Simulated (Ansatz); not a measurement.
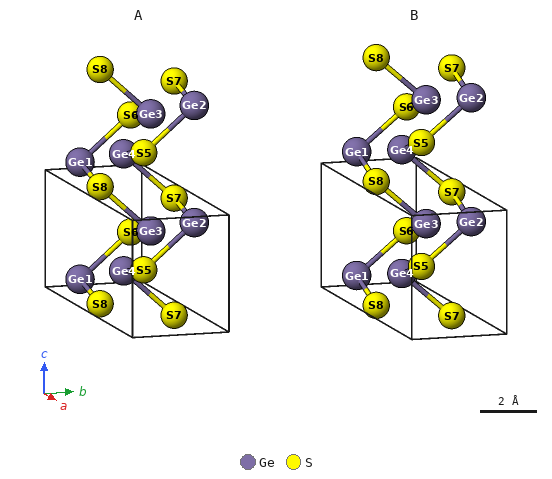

Two geometries of solid GeS (set up in Pnma), drawn at one scale. One is the start of a relaxation, the other its converged end. The picture is a ball-and-stick view of the cell of the calculation, repeated 1 × 1 × 2 with one cell outlined, seen slightly off an axis.

Level of theory: Ansatz 0.2.0, DFT r2SCAN, scalar-relativistic, plane waves, PAW. (plane-wave cutoff 500 eV; k-point mesh 4 × 8 × 6; occupations gaussian; smearing width 0.02 eV; no spin polarisation; cell and atoms relaxed; force threshold 0.005 eV/Å; at most 80 steps)

> Which of the two is the end point?

Structure B is the relaxed one. Over 7 accepted moves (8 points after the start) the energy falls by 28.1 meV per atom. Largest force component: 0.55 eV/Å at the start, 0.0027 eV/Å at the end. The pressure goes from −0.85 to 0.01 GPa. The SCF was repeated once at an unchanged geometry on a basis and grid sized afresh for the cell, which shifted the energy by 0.4 meV per atom at most. The largest moves relative to the cell, 0.16 Å, are those of Ge1, Ge2, Ge3 and Ge4. Ge4 goes roughly along [1 0 −3]. Largest moves by element: Ge 0.16 Å, S 0.09 Å. The drawn cell changes as follows: a 10.440 → 10.832 Å (+3.8 %), b 3.650 → 3.590 Å (−1.7 %), c 4.300 → 4.547 Å (+5.7 %); the volume changes by +7.9 %. Some distances before and after: Ge1–S6 2.497 → 2.420 Å, Ge1–S8 2.457 → 2.440 Å. Bond angles that change, for instance: Ge2–S7–Ge4 103.8° → 107.5°, S5–Ge2–S7 91.0° → 93.8°. The space group stays Pnma (No. 62). The run took 2.2 min on 4 threads of Intel(R) Xeon(R) Platinum 8259CL CPU @ 2.50GHz (Skylake/Cascade Lake), with other jobs on the host, peak memory 1.2 GiB.

Limits of the set-up: layers or molecules are held without a dispersion correction, so their spacing is unreliable.
